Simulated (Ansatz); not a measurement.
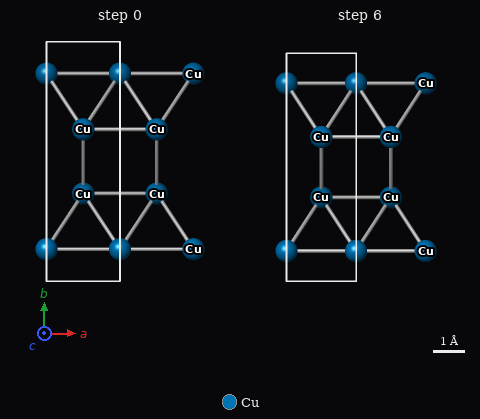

The structure of crystalline Cu (set up in Cmcm) before (left) and after (right) a relaxation, at one scale.

A ball-and-stick model of the conventional cell (2 times the calculation's cell), repeated 2 × 1 × 1 with one cell outlined, seen along the c axis. Lengths and directions refer to the drawn axes.

The run lets cell and atoms move.

Level of theory: Ansatz 0.2.0, Kohn-Sham DFT of a periodic cell, PBEsol, Ansatz PAW.

Input
```yaml
crystal:
  lattice:
    - [1.21846369, -3.9763780104, 0.0]
    - [1.21846369, 3.9763780104, 0.0]
    - [0.0, 0.0, 2.4754955235]
  atoms:
    - { symbol: Cu, position: [0.86613335, 0.13386665, 0.75] }
    - { symbol: Cu, position: [0.13386665, 0.86613335, 0.25] }
hamiltonian:
  xc: pbesol
  pseudopotentials: { kind: paw }
kpoints:
  mp_grid: { grid: [11, 11, 11] }
scf:
  occupations: { method: fermi_dirac, width: 0.05 }
output:
  forces: true
  stress: true
  eigenvalues: true
relax:
  f_tol: 0.01
  max_steps: 40
  cell: { stress_tol: 0.05, p_target: 30.0 }
```

Run as
```bash
ansatz run input.yaml --threads 2 --pin off --max-ram 5632MiB --backend cpu --events-out ev --progress --plain --runs-dir out
```

> Summarise the run.

The largest moves relative to the cell, 0.009 Å, are those of Cu atoms. The drawn cell changes as follows: a 2.437 → 2.307 Å (−5.3 %), b 7.953 → 7.571 Å (−4.8 %), c 2.475 → 2.363 Å (−4.5 %); the volume changes by −14.0 %. Some distances before and after: Cu–Cu 2.463 → 2.330 Å, Cu–Cu 2.437 → 2.307 Å, Cu–Cu 2.475 → 2.363 Å, Cu–Cu 2.535 → 2.426 Å. The space group stays Cmcm (No. 63). The energy rises by 0.251 eV per cell of the calculation in 4 accepted moves (6 points after the start). With the target pressure of 30 GPa, the enthalpy E + pV changes by −0.376 eV per cell of the calculation. The largest force component goes from 0.0046 to 0.00023 eV/Å. The pressure goes from −1.53 to 30.00 GPa. The SCF was repeated twice at an unchanged geometry on a basis and grid sized afresh for the cell, which shifted the energy by 3.3 meV per cell of the calculation at most. The run took 27 s on 2 threads of Arm Neoverse V1, on a shared host, peak memory 0.4 GiB.
